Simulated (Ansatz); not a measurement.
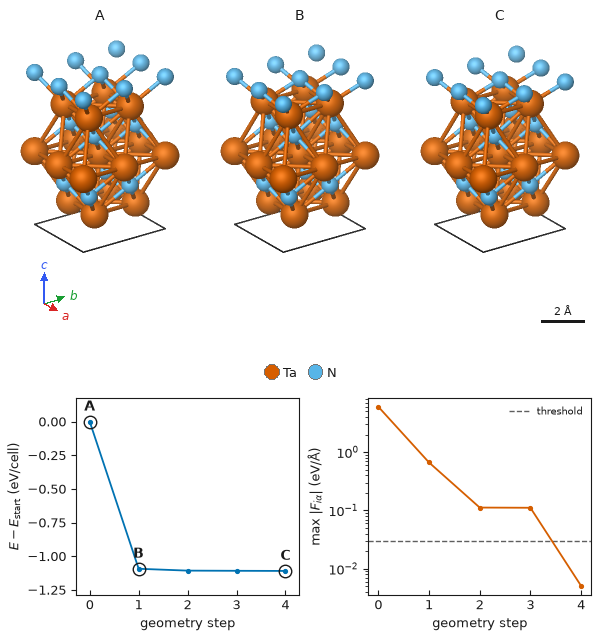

Frames of a constrained relaxation of a slab of composition TaN (cut from the Fm-3m phase), marked on the history of the run. Style: ball-and-stick. Shown: the 2 × 2 repeat of the cell, outlined in the plane, without the vacuum, slightly off an axis.

Case: clean slab, lower half held. The slab is the (1 1 1) face of TaN. 3 atoms are held fixed.

Theory: DFT r2SCAN, scalar-relativistic, plane waves, PAW (Ansatz). (plane-wave cutoff 500 eV; k-point mesh 9 × 9 × 1; occupations gaussian; smearing width 0.1 eV; no spin polarisation; dipole correction; atoms relaxed in a fixed cell; force threshold 0.03 eV/Å; at most 70 steps)

What happens along the run?

Answer. The largest move is that of an N atom, 0.25 Å along the normal (−c). Largest moves by element: N 0.25 Å, Ta 0.13 Å. The cell stays as it was. Some distances before and after: N–Ta 2.198 → 2.005 Å, Ta–Ta 3.109 → 3.212 Å, N–Ta 2.198 → 2.268 Å. Among the angles between lasting bonds that change: Ta–N–Ta 90.0° → 101.7°, Ta–N–Ta 90.0° → 86.5°, Ta–N–Ta 180.0° → 177.8°. The energy falls by 1.109 eV per cell of the calculation in 4 geometry steps. The largest force component goes from 6 to 0.0051 eV/Å. Cost: 61 s on 2 threads of Arm Neoverse V1, on a shared host, peak memory 0.83 GiB. From step 0 to 1: an N atom moves most (0.19 Å), energy −1.093 eV per cell of the calculation. From step 1 to 4: an N atom moves most (0.06 Å), energy −16.2 meV per cell of the calculation.

| step | E − E(0), meV/atom | largest force component, eV/Å |
| --- | --- | --- |
| 0 | 0.00 | 6.0166 |
| 1 | -182.13 | 0.6662 |
| 2 | -184.42 | 0.1123 |
| 3 | -184.64 | 0.1114 |
| 4 | -184.82 | 0.0051 |
